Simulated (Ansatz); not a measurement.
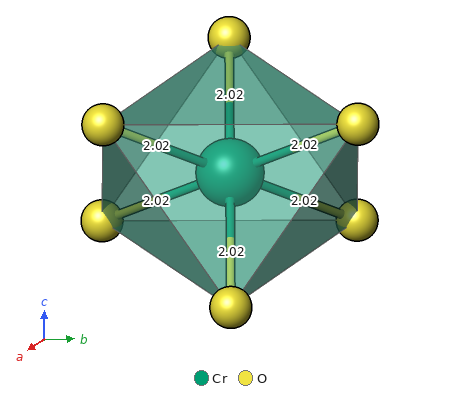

Coordination of Cr in CrCuO2 (R-3m); bond lengths in Å. The shape measure S (0 to 100) is the computed least-squares distance from an ideal polyhedron; S = 0 means ideal. Source: the geometry relaxed with DFT PBE+U, scalar-relativistic, plane waves, PAW (Ansatz 0.2.0).

### Name the coordination polyhedron and say how regular it is.

CrO6: a slightly distorted octahedron (coordination number 6, S = 0.97; next best trigonal prism, S = 16.6).

### Does the central atom sit at the centroid of its ligands?

Yes, to within 0.01 Å; the site symmetry is -3m.
